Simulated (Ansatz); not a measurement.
# Band-structure calculation of WSi2 (part 1 of 2)

WSi2 (slab, 12 atoms in the cell), computed with DFT PBE, spin-orbit coupling, plane waves, PAW (Ansatz 0.2.0).

The structure derives from an entry of the Crystallography Open Database. It belongs to a series of runs on one base structure; here: bands of the relaxed slab with spin-orbit coupling.

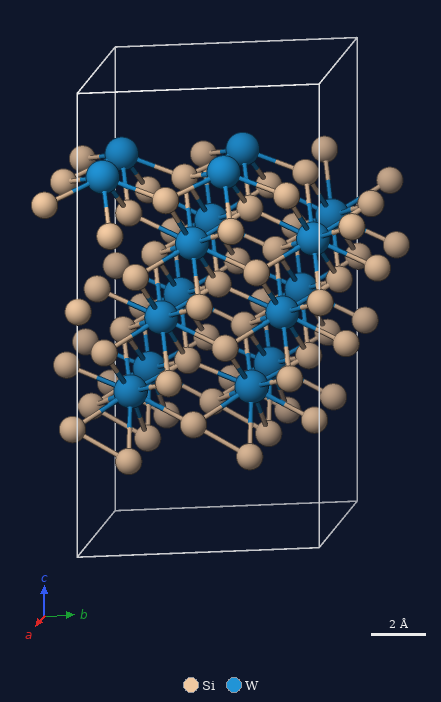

**Figure 1.** The structure as given in the input (ball-and-stick view of the 2 × 2 repeat of the cell, with the vacuum cut short, seen slightly off an axis; bonded neighbours outside the cell are drawn too).

### Results in brief

| quantity | value |
| --- | --- |
| outcome | converged |
| electrons treated | 88 |
| free energy | −46722.7936 eV |
| work function, top face | 3.92 eV |
| work function, bottom face | 5.55 eV |
| Fermi energy | 4.886 eV |
| gap on the k-point mesh | none (metallic) |
| net moment of the cell | 0.00 μB |
| integrated absolute moment | 0.00 μB |
| work function (upper face) | 3.92 eV |
| largest force (length of the vector) | 0.064 eV/Å |
| hardware | 2 threads of Intel Xeon (Granite Rapids), 128 GiB of memory available, shared host |
| wall time | 13 min (CPU time 25 min) |
| peak memory | 4.8 GiB |

### Remarks

The program warns: the exchange-correlation potential is rough where the density is thin.

### Input file
```yaml
crystal:
  lattice:
    - [3.2289953256, 0.0, 0.0]
    - [-1.6144976628, 4.2518642008, 0.0]
    - [0.0, 0.0, 25.9491929706]
  atoms:
    - { symbol: Si, position: [0.6880807141, 0.377321712, 0.2834812679] }
    - { symbol: Si, position: [0.4364689574, 0.8733698063, 0.3258294755] }
    - { symbol: W, position: [0.1547045461, 0.3096074421, 0.3697831406] }
    - { symbol: Si, position: [0.8683511981, 0.7362937101, 0.4032106315] }
    - { symbol: Si, position: [0.5786199321, 0.1573636528, 0.442920563] }
    - { symbol: W, position: [0.2931108939, 0.5861175396, 0.4829540111] }
    - { symbol: Si, position: [0.0051235683, 0.010055861, 0.5197613317] }
    - { symbol: Si, position: [0.7190728247, 0.4380602786, 0.5583629067] }
    - { symbol: W, position: [0.4311199514, 0.8621445376, 0.5960970358] }
    - { symbol: Si, position: [0.1471533457, 0.2939729262, 0.6357215615] }
    - { symbol: Si, position: [0.8540864042, 0.7079999463, 0.6759045365] }
    - { symbol: W, position: [0.5728830418, 0.1452433432, 0.7051163418] }
basis:
  ecutwfc: 420
kpoints:
  mp_grid: { grid: [11, 8, 1] }
  band_path:
    path: [[0.5, 0, 0], [0, 0, 0], [0, 0.5, 0], [0.5, 0.5, 0], [0, 0, 0]]
    npoints: 12
hamiltonian:
  xc: pbe
scf:
  occupations: { method: gaussian, width: 0.1 }
  n_extra_bands: 60
output:
  forces: true
  eigenvalues: true
  populations: true
  fatbands: true
  write_density: true
  write_potential: true
  elf: true
  volumetric_format: npy
magnetization:
  noncollinear: true
  spin_orbit: true
efield:
  axis: 3
  dipole_correction: true
  ramp_width: 0.04
```

Command:
```bash
ansatz run input.yaml --threads 2 --pin off --max-ram 5632MiB --backend cpu --events-out ev --progress --plain --runs-dir out
```

### Output
```
scf.n_extra_bands = 60 over 88 filled bands (N_el = 88.0): the run solves 148 bands
Engine: ansatz 0.2.0, x86_64-unknown-linux-gnu
Pseudopotentials: kind: paw_fr
Pseudopotential: Si, paw_fr, valence charge 4, recommended cutoff 420 eV (normal), Si.paw.azcp#standard-fr
Pseudopotential: W, paw_fr, valence charge 14, recommended cutoff 420 eV (normal), W.paw.azcp#standard-fr
Functional definition: PBE
  parameter kappa = 0.804
  parameter beta = 0.06672455060314922
  exchange = pbe_x(kappa = kappa, mu = beta*pi^2/3)
  correlation = pbe_c(beta = beta)
non-collinear run that drives no moment, with spin-orbit: no starting moment large enough to seed its density (crystal.atoms[].spin), no starting occupations that ask for one, no magnetisation constraint and no magnetic field, so the semilocal B_xc is pinned to zero
Crystal: 12 atoms, lattice volume = 356.263 Å³
Basis set: ecut = 420 eV, 7017 PW (Γ), exchange–correlation on 48×64×360 points (8 copies of the dense FFT grid, shifted against one another)
Bands: 148, of which v1, the nominal top of the filled ones, is band 88 counted from 1 (87 counted from 0)
Symmetry: 1 space group operations + 1 with time reversal
Space group: P1 (ITA 1), of the structure as read, at distance tolerance 7.1e-5 Å
k-points: 45 of 88 (time reversal used)
Projection manifold: j_resolved (fully-relativistic pseudo-atomic orbitals)
Non-local potential: Si, projectors of the file, l = 0: 2, l = 1: 4, l = 2: 4
Non-local potential: W, projectors of the file, l = 0: 3, l = 1: 4, l = 2: 4, l = 3: 2
PAW form: soft (Blöchl's): semilocal exchange-correlation on the pseudo side does not see the compensation charge
PAW one-centre angular grid: Si, 110 points (default); XC on 64 Gauss nodes
PAW one-centre angular grid: W, 590 points (default); XC on 64 Gauss nodes
Initial density: superposition of atomic densities (neutral atoms: chi_scale 0, normalization atom)
Initial wavefunctions: pseudopotential atomic-orbital guess
Functional: x = pbe(κ = 0.804, μ = 0.2195149727645171), c = pbe(β = 0.06672455060314922)
SCF iter   1: F=—  HF=-46725.733305 eV  |F-HF|=—  |Δ(HF+E_count)|=         —  Δρ=3.46e-2  dr2=3.27e1  dr2_m=0.00e0 (ungated)  ethr=3.10e-3  |M|=0.00e0 ∫|m|=0.00e0 μB  |m|>n=0.0e0 m-floor=0.0e0 τ_xc=0.0e0  β_m=1.00  p=0.000 e·Å  D=4.50e-7 V/Å  ΔV_dip=-0.00 eV  dr2_dipole=4.22e0  V_vac-E_F(+/−)=7.21/7.21 eV  ⟨swp⟩=10.0  Hψ=44426  notcnv=0  defer=1216
efield: sawtooth ramp at fractional position 0.9743 (placed from the atoms, in the widest stretch of the axis that holds none; the zero of the levels goes with the place), width 0.0400; the density the first Hamiltonian is built on has a dipole p = 0.000 e·Å; the dipole correction subtracts the counter field D = 4.50e-7 V/Å, which shifts the + side's vacuum level by -0.00 eV against the − side's; the planar-averaged density in the ramp window peaks in size at 2.0e-6 e/Å³
preconditioner: auto → LDOS  [metal: Δε(μ)=0.004 eV  Ē_g=9.398 eV  σ=0.100 eV  W_gap=0.02  n_scr=62 (ndim 8)  ℏωp=14.7 eV  f_vac=0.439  D(μ)=5.33/eV (n_scr^D=22)  β→1.0]
spin=Noncollinear: LDOS preconditioning applied to the charge; magnetization (m_x, m_y, m_z) channels mix plain (no charge-response kernel on spin).
SCF iter   2: F=—  HF=-46723.462897 eV  |F-HF|=—  |Δ(HF+E_count)|=    2.27e0  Δρ=1.96e-2  dr2=1.20e1  dr2_m=0.00e0 (ungated)  ethr=3.10e-3  |M|=0.00e0 ∫|m|=0.00e0 μB  |m|>n=0.0e0 m-floor=0.0e0 τ_xc=0.0e0  β_m=0.84  p=0.166 e·Å  D=8.45e-2 V/Å  ΔV_dip=-2.19 eV  dr2_dipole=5.83e0  V_vac-E_F(+/−)=3.28/5.48 eV  ⟨swp⟩=4.3  Hψ=12925  notcnv=0  defer=2332
SCF iter   3: F=—  HF=-46722.908292 eV  |F-HF|=—  |Δ(HF+E_count)|=   5.55e-1  Δρ=6.25e-3  dr2=1.13e0  dr2_m=0.00e0 (ungated)  ethr=3.10e-3  |M|=0.00e0 ∫|m|=0.00e0 μB  |m|>n=0.0e0 m-floor=0.0e0 τ_xc=0.0e0  β_m=0.77  p=0.055 e·Å  D=2.78e-2 V/Å  ΔV_dip=-0.72 eV  dr2_dipole=4.94e-1  V_vac-E_F(+/−)=4.95/5.68 eV  ⟨swp⟩=3.1  Hψ=11682  notcnv=0  defer=2308
SCF iter   4: F=—  HF=-46722.803629 eV  |F-HF|=—  |Δ(HF+E_count)|=   1.05e-1  Δρ=1.79e-3  dr2=8.80e-2  dr2_m=0.00e0 (ungated)  ethr=1.28e-3  |M|=0.00e0 ∫|m|=0.00e0 μB  |m|>n=0.0e0 m-floor=0.0e0 τ_xc=0.0e0  β_m=0.79  p=0.100 e·Å  D=5.10e-2 V/Å  ΔV_dip=-1.32 eV  dr2_dipole=1.82e-2  V_vac-E_F(+/−)=4.34/5.67 eV  ⟨swp⟩=2.3  Hψ=6176  notcnv=0  defer=2314
SCF iter   5: F=—  HF=-46722.793905 eV  |F-HF|=—  |Δ(HF+E_count)|=   9.72e-3  Δρ=7.81e-4  dr2=1.21e-2  dr2_m=0.00e0 (ungated)  ethr=1.00e-4  |M|=0.00e0 ∫|m|=0.00e0 μB  |m|>n=0.0e0 m-floor=0.0e0 τ_xc=0.0e0  β_m=0.78  p=0.111 e·Å  D=5.65e-2 V/Å  ΔV_dip=-1.47 eV  dr2_dipole=1.24e-3  V_vac-E_F(+/−)=4.08/5.55 eV  ⟨swp⟩=2.2  Hψ=6845  notcnv=0  defer=2314
SCF iter   6: F=—  HF=-46722.793781 eV  |F-HF|=—  |Δ(HF+E_count)|=   1.24e-4  Δρ=4.04e-4  dr2=3.17e-3  dr2_m=0.00e0 (ungated)  ethr=1.38e-5  |M|=0.00e0 ∫|m|=0.00e0 μB  |m|>n=0.0e0 m-floor=0.0e0 τ_xc=0.0e0  β_m=0.73  p=0.118 e·Å  D=6.02e-2 V/Å  ΔV_dip=-1.56 eV  dr2_dipole=6.27e-4  V_vac-E_F(+/−)=3.99/5.55 eV  ⟨swp⟩=2.4  Hψ=7500  notcnv=0  defer=2314
SCF iter   7: F=—  HF=-46722.793573 eV  |F-HF|=—  |Δ(HF+E_count)|=   2.08e-4  Δρ=1.30e-4  dr2=1.42e-4  dr2_m=0.00e0 (ungated)  ethr=3.60e-6  |M|=0.00e0 ∫|m|=0.00e0 μB  |m|>n=0.0e0 m-floor=0.0e0 τ_xc=0.0e0  β_m=0.75  p=0.121 e·Å  D=6.15e-2 V/Å  ΔV_dip=-1.60 eV  dr2_dipole=7.73e-7  V_vac-E_F(+/−)=3.95/5.55 eV  ⟨swp⟩=2.2  Hψ=6536  notcnv=0  defer=2314
SCF iter   8: F=—  HF=-46722.793596 eV  |F-HF|=—  |Δ(HF+E_count)|=   2.31e-5  Δρ=6.00e-5  dr2=3.77e-5  dr2_m=0.00e0 (ungated)  ethr=1.61e-7  |M|=0.00e0 ∫|m|=0.00e0 μB  |m|>n=0.0e0 m-floor=0.0e0 τ_xc=0.0e0  β_m=0.70  p=0.123 e·Å  D=6.23e-2 V/Å  ΔV_dip=-1.62 eV  dr2_dipole=4.96e-7  V_vac-E_F(+/−)=3.93/5.55 eV  ⟨swp⟩=2.8  Hψ=9439  notcnv=0  defer=2314
SCF iter   9: F=—  HF=-46722.793582 eV  |F-HF|=—  |Δ(HF+E_count)|=   1.43e-5  Δρ=1.99e-5  dr2=5.86e-6  dr2_m=0.00e0 (ungated)  ethr=4.28e-8  |M|=0.00e0 ∫|m|=0.00e0 μB  |m|>n=0.0e0 m-floor=0.0e0 τ_xc=0.0e0  β_m=0.72  p=0.123 e·Å  D=6.27e-2 V/Å  ΔV_dip=-1.63 eV  dr2_dipole=1.10e-6  V_vac-E_F(+/−)=3.92/5.55 eV  ⟨swp⟩=2.2  Hψ=8407  notcnv=0  defer=2314
SCF iter  10: F=—  HF=-46722.793583 eV  |F-HF|=—  |Δ(HF+E_count)|=   1.44e-6  Δρ=8.34e-6  dr2=5.48e-7  dr2_m=0.00e0 (ungated)  ethr=6.66e-9  |M|=0.00e0 ∫|m|=0.00e0 μB  |m|>n=0.0e0 m-floor=0.0e0 τ_xc=0.0e0  β_m=0.69  p=0.124 e·Å  D=6.29e-2 V/Å  ΔV_dip=-1.63 eV  dr2_dipole=4.33e-8  V_vac-E_F(+/−)=3.92/5.55 eV  ⟨swp⟩=2.4  Hψ=7522  notcnv=0  defer=2314
SCF iter  11: F=-46722.793584 eV  HF=-46722.793583 eV  |F-HF|=1.00e-7  |Δ(HF+E_count)|=   3.22e-7  Δρ=3.55e-6  dr2=7.19e-8  dr2_m=0.00e0 (ungated)  ethr=1.14e-10  |M|=0.00e0 ∫|m|=0.00e0 μB  |m|>n=0.0e0 m-floor=0.0e0 τ_xc=0.0e0  p=0.124 e·Å  D=6.29e-2 V/Å  ΔV_dip=-1.63 eV  dr2_dipole=7.02e-11  V_vac-E_F(+/−)=3.92/5.55 eV  ⟨swp⟩=30.2  Hψ=77991  notcnv=0
SCF 1 converged in 11 iterations: F = -46722.793584 eV  dr2 = 7.19e-8
  greatest PAW one-centre occupation: 1.000 electrons in one spin orbital (limit 2), on the W atom at site 8 (counted from 0), in its partial waves of l = 0
```

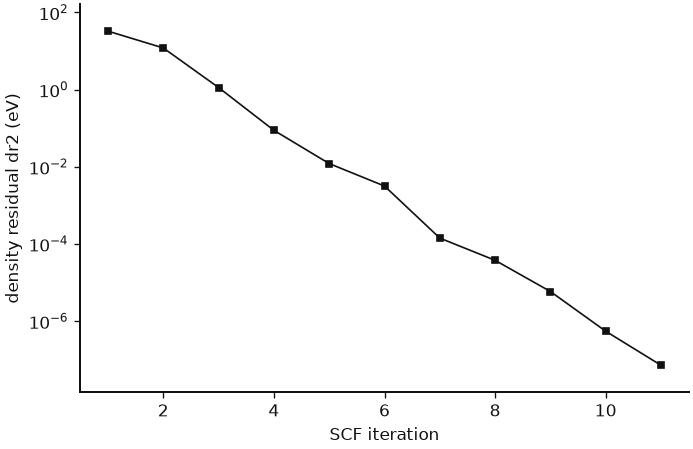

**Figure 2.** Convergence of the self-consistent field: density residual dr2 against the SCF iteration. The residual falls at every step.

```
NSCF: frozen V_eff on 49 k-points
efield: sawtooth ramp at fractional position 0.9743 (kept from the solve that this one continues, or follows in the run), width 0.0400; the density the first Hamiltonian is built on has a dipole p = 0.124 e·Å; the dipole correction subtracts the counter field D = 6.29e-2 V/Å, which shifts the + side's vacuum level by -1.63 eV against the − side's; the planar-averaged density in the ramp window peaks in size at 2.5e-6 e/Å³
WARN: The output density's exchange-correlation potential varies sharply where the density is thin. Do not read a vacuum level from v_tot or v_xc, or from such a field of the output density. On a cell that repeats whose density bears no net charge and no dipole along the vacuum's axis use v_es (v_loc + v_h of the components); under efield.dipole_correction with no amplitude use v_es + v_field, which holds any external_charges[].barrier, or the levels of the report's work_function block, which leave it out; under a non-zero efield.amplitude the vacuum is tilted and has no level; on a cell that repeats and bears such a dipole with no correction it is tilted too, and efield.dipole_correction with no amplitude gives each side of its ramp a level where efield: is served; in a cell that repeats whose density bears a net charge (total_charge, or a fill off its count) it is curved and has none; of a slab under crystal.periodic whose density bears no net charge use v_es, which has a level on each side, short of where the two are joined; of another it falls or rises all the way out and has none; of a slab beside external_charges read slab_vacuum_level instead, which it has where they leave it neutral. The grid or the basis barely resolves most such structure, and the values can differ between equally converged runs; as a rule a tighter scf.convergence.dr2_threshold does not remove it. Where the density itself ripples (under the LDA too) a higher basis.ecutwfc lessens it. The files hold the spikes' plane waves up to the density's cutoff. Files: v_tot_of_output_density and the like, and their columns of v_z.tsv (output.write_potential); v_xc_of_output_density and the like, and their columns of v_comp_z.tsv (output.write_potential_components). Measured: with its Gaussian average of σ = 0.25 Å subtracted twice, the exchange-correlation potential is over 0.1 eV at 43 of the grid points where the equally averaged density (valence and model cores) is under 1e-3 e/Å³, and 0.157 eV at the most among them, at an averaged density of 2.7e-8 e/Å³. The input density's (outcome.potential() and, of a run that writes arrays, v_tot and v_xc) is over 0.1 eV, so measured, at 388 points of its own thin density, 0.177 eV at the most. See output.write_potential in the manual, Limitations
SCF converged after 11 iterations
Magnetization: |M| = 0.0000 μB,  M = (+0.0000, +0.0000, +0.0000) μB
Absolute magnetization: 0.0000 μB (∫|m|)
  site 0: m = (+0.0000, +0.0000, +0.0000) μB, |m| = 0.0000 μB  (R = 0.99 Å)
  site 1: m = (+0.0000, +0.0000, +0.0000) μB, |m| = 0.0000 μB  (R = 0.99 Å)
  site 2: m = (+0.0000, +0.0000, +0.0000) μB, |m| = 0.0000 μB  (R = 1.06 Å)
  site 3: m = (+0.0000, +0.0000, +0.0000) μB, |m| = 0.0000 μB  (R = 1.06 Å)
  site 4: m = (+0.0000, +0.0000, +0.0000) μB, |m| = 0.0000 μB  (R = 1.06 Å)
  site 5: m = (+0.0000, +0.0000, +0.0000) μB, |m| = 0.0000 μB  (R = 1.07 Å)
  site 6: m = (+0.0000, +0.0000, +0.0000) μB, |m| = 0.0000 μB  (R = 1.07 Å)
  site 7: m = (+0.0000, +0.0000, +0.0000) μB, |m| = 0.0000 μB  (R = 1.08 Å)
  site 8: m = (+0.0000, +0.0000, +0.0000) μB, |m| = 0.0000 μB  (R = 1.08 Å)
  site 9: m = (+0.0000, +0.0000, +0.0000) μB, |m| = 0.0000 μB  (R = 1.03 Å)
  site 10: m = (+0.0000, +0.0000, +0.0000) μB, |m| = 0.0000 μB  (R = 1.04 Å)
  site 11: m = (+0.0000, +0.0000, +0.0000) μB, |m| = 0.0000 μB  (R = 1.03 Å)
Free energy (F): -46722.793584 eV
Harris-Foulkes:  -46722.793583 eV  (|F-HF|=1.00e-7)
Internal energy: -46722.757961 eV  (E = F + TS)
E sigma→0 (E₀):  -46722.775772 eV
Entropy (-TS):   -0.035623 eV (-2.969 meV/atom)
Fermi energy:    4.885572 eV
Dipole field:    D = 0.062889 V/Å  (p = 0.123817 e·Å, saw-weighted, corrected)
Work function:   Φ+ = 3.9163 eV   Φ− = 5.5482 eV
Levels:          The Fermi level and band energies are counted from a zero that moves with the ramp; work functions are not
--- Per-component energies (eV) ---
  E_band       = -1323.210422
  E_kinetic    = 2141.499756
  E_local      = -69076.808249  (includes V_loc(G=0)·N_el)
  E_nonlocal   = 187.393983
  E_hartree    = 33641.228630
  E_xc         = -1515.411553
  E_vxc        = -1338.793596  (∫ρ·V_xc dr)
  E_paw        = -38434.694411  (= ΣΔE_a)
  E_vpaw       = -515.595793  (= ΣTr[D̂ρ^β])
  E_aug_tail   = -0.000220  (compensation charges beyond the density's cutoff)
  E_efield     = 0.003893  (sawtooth field / dipole correction)
  E_vefield    = -3.317693  (∫n·V_field dr)
  E_ewald      = 26334.030209
  E_smearing   = -0.035623  (= −TS)
  E_closure    = 0.000000  (closes the sum)
  Σ components = -46722.793584   (vs F -46722.793584, Δ=0.00e0)
--- Forces (eV/Å), atoms counted from 1 ---
  atom   1  Si     0.00290668    -0.00334830     0.02224129
  atom   2  Si     0.00215254    -0.00748209    -0.03403969
  atom   3  W      0.00272650    -0.00238723     0.01770942
  atom   4  Si    -0.00637299     0.00157111    -0.02434985
  atom   5  Si     0.00032659     0.00022475     0.00356989
  atom   6  W     -0.00031204    -0.00728463     0.00366105
  atom   7  Si    -0.00203451     0.01338810    -0.00371339
  atom   8  Si     0.00005036    -0.00035352    -0.00032836
  atom   9  W      0.00192158     0.01455579     0.00797283
  atom  10  Si    -0.00022043     0.02146818    -0.01651109
  atom  11  Si    -0.00141770     0.03260634     0.03733885
  atom  12  W      0.00027416    -0.06291339    -0.01347744
  max |Σ_I F_I| component: 7.35e-5 eV/Å
--- Band table (eV; the first three rows and the last of 45) ---
```
